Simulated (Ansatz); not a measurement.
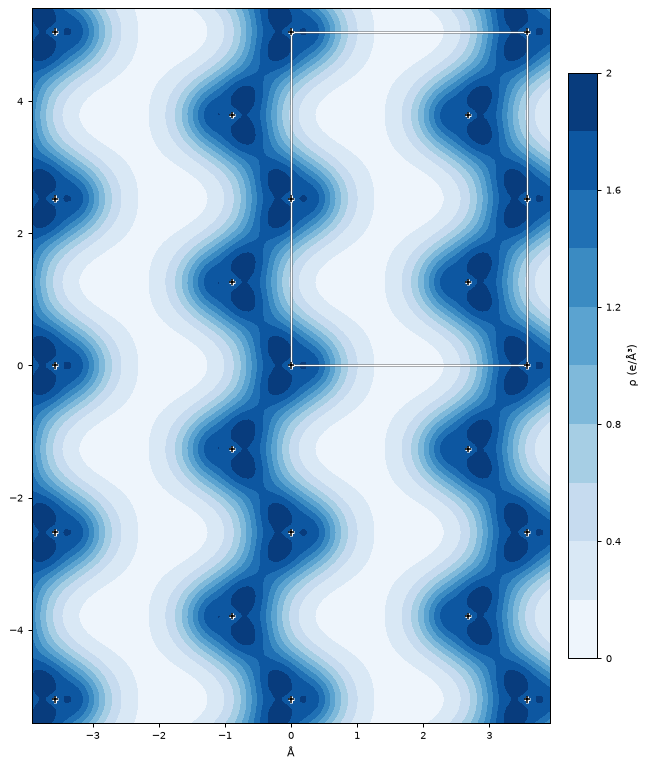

The valence electron density on a plane through atoms (crosses mark nuclei in the plane).

Computed with DFT PBE, scalar-relativistic, plane waves, PAW in Ansatz 0.2.0.

Candidates:
A. C, a = 3.57 Å, b = 3.57 Å, c = 3.57 Å, α = 90.00°, β = 90.00°, γ = 90.00°. Space group Fd-3m.
B. ZnO, a = 3.28 Å, b = 3.28 Å, c = 5.29 Å, α = 90.00°, β = 90.00°, γ = 120.00°. Space group P6₃mc.

> Which candidate gave the map?

Candidate A: C on the (011) plane of the conventional cell, which holds C. C–C (1.55 Å): ρ is about 1.6 e/Å³ halfway.
